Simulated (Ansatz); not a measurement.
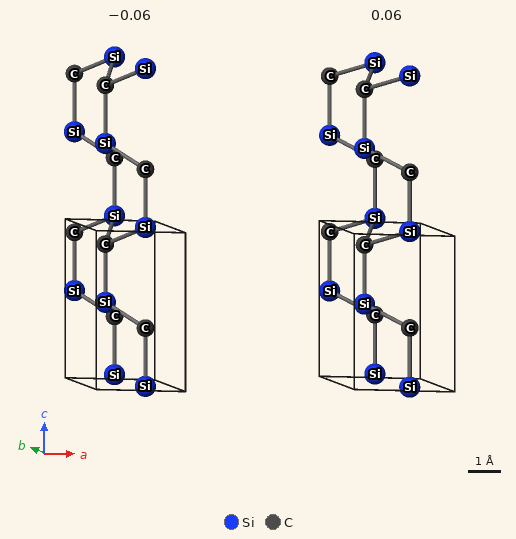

Crystalline SiC (set up in P6_3mc), under biaxial strain in the a–b plane (c and atoms relaxed), with energies (extrapolated to zero smearing) counted from the relaxed crystal, which is the row at zero. The picture shows the first and the last member. Style: ball-and-stick. Shown: the cell of the calculation, repeated 1 × 2 × 2 with one cell outlined, slightly off an axis.

Computed with Ansatz 0.2.0: DFT r2SCAN, scalar-relativistic, plane waves, PAW. Set-up: plane-wave cutoff 500 eV; k-point mesh 12 × 12 × 6; occupations gaussian; smearing width 0.02 eV; no spin polarisation; force threshold 0.008 eV/Å.

```
strain  energy (meV/atom)  a (Å)  c (Å)  band gap (eV)
 −0.06             167.34  2.891  5.109           1.72
 −0.04              71.28  2.952  5.086           2.09
 −0.02              17.07  3.014  5.066           2.40
   0.0               0.00  3.075  5.048           2.65
  0.02              15.55  3.137  5.032           2.78
  0.04                  ?      ?      ?              ?
  0.06             127.48  3.260  5.005           2.31
```

**Fill in the missing row.**

A parabola through three neighbouring rows (0.0, 0.02, 0.06) gives, with Lagrange weights, (−0.3333)(0.00) + (1.0000)(15.55) + (0.3333)(127.48) = 58.04 meV/atom. The calculation gives 59.41 meV/atom (a = 3.198 Å, c = 5.017 Å). The estimate is 1.37 meV/atom too low. For the gap a parabola through the rows 0.0, 0.02, 0.06 gives 2.67 eV, and the calculation 2.59 eV (semilocal gaps, lower than measured ones as a rule). From the first member to the last: Si–Si 2.891 → 3.260 Å, C–Si 1.803 → 1.975 Å, C–Si 1.872 → 1.904 Å.

The whole series:

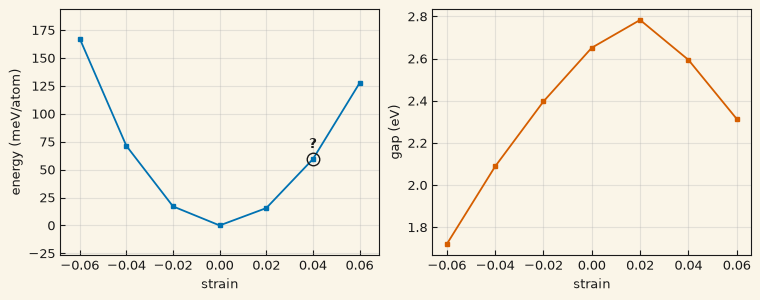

Each member starts from this one structure; whether another phase lies lower wasn't checked.
